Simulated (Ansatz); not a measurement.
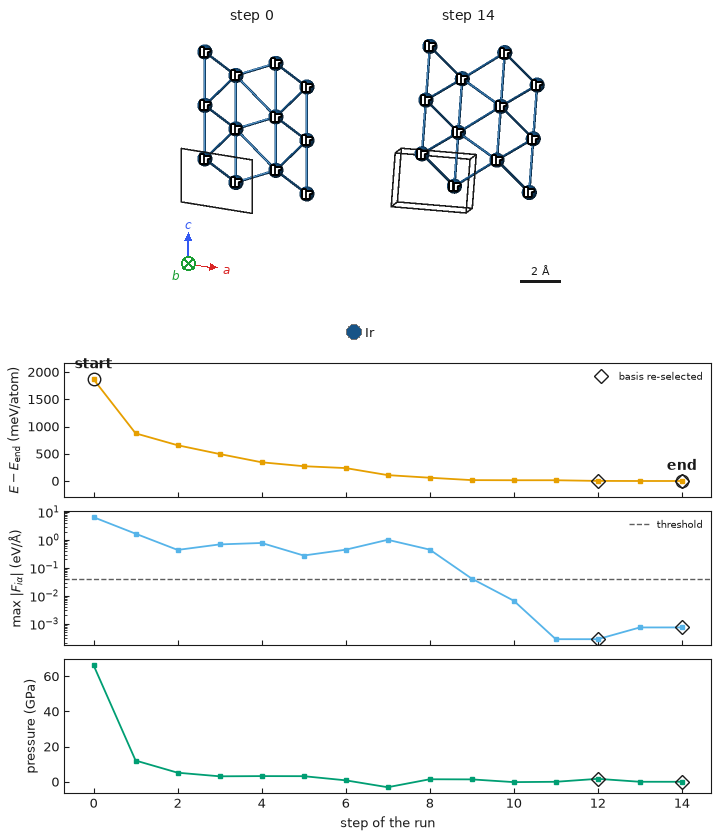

First and last geometry of a relaxation of crystalline Ir (built on the random type) (coarse preliminary run), with the history of the run. A ball-and-stick model of the cell of the calculation, repeated 2 × 1 × 3 with one cell outlined, seen along the b axis.

Case: random cell without symmetry.

Level of theory: Ansatz 0.2.0, DFT PBE, scalar-relativistic, plane waves, PAW.

Input file:
```yaml
crystal:
  lattice:
    - [3.7469754336, 0.0, 0.0]
    - [0.7154848504, 3.0912022209, 0.0]
    - [-0.2984530591, 0.6334409722, 2.6797168477]
  atoms:
    - { symbol: Ir, position: [0.3305360782, 0.3803157331, 0.8771669398] }
    - { symbol: Ir, position: [0.7677309273, 0.6169898973, 0.53015424] }
basis:
  ecutwfc: 420
kpoints:
  mp_grid: { grid: [6, 6, 6] }
hamiltonian:
  xc: pbe
scf:
  occupations: { method: gaussian, width: 0.1 }
  lower_state_search: "off"
output:
  forces: true
  stress: true
  eigenvalues: true
relax:
  adjacent_minimum: "off"
  f_tol: 0.04
  max_steps: 70
  cell: { stress_tol: 0.4 }
```

### Did the run converge, and what did it change?

It converged. The energy falls by 1866 meV per atom in 12 accepted moves (14 points after the start). Largest force component: 6.5 eV/Å at the start, 0.00074 eV/Å at the end. Pressure: 66.28 GPa at the start and 0.01 GPa at the end. The SCF was repeated twice at an unchanged geometry on a basis and grid sized afresh for the cell, which shifted the energy by 12.3 meV per atom at most. The largest moves relative to the cell, 0.44 Å, are those of Ir1 and Ir2. Ir1 goes roughly along [−1 −3 2]. The volume changes by −6.7 %, with a 3.747 → 3.837 Å (+2.4 %), b 3.173 → 2.748 Å (−13.4 %), c 2.770 → 2.747 Å (−0.8 %), α 78.5° → 90.0°, β 96.2° → 90.0°, γ 77.0° → 90.0°. Among the contacts that change: Ir1–Ir2 3.869 → 2.731 Å, Ir1–Ir2 (another image) 3.745 → 2.731 Å, Ir1–Ir2 (another image) 2.121 → 2.729 Å, Ir1–Ir2 (another image) 2.186 → 2.731 Å. New bonds form: Ir1–Ir2 (3.75 → 2.73 Å), Ir1–Ir2 (3.87 → 2.73 Å). The space group (tolerance 0.01 Å) goes from P-1 (No. 2) to I4/mmm (No. 139). The run took of the order of 60 core-seconds on a shared host.

Limits of the set-up: the k-point mesh is coarse for a cell with partly filled bands.
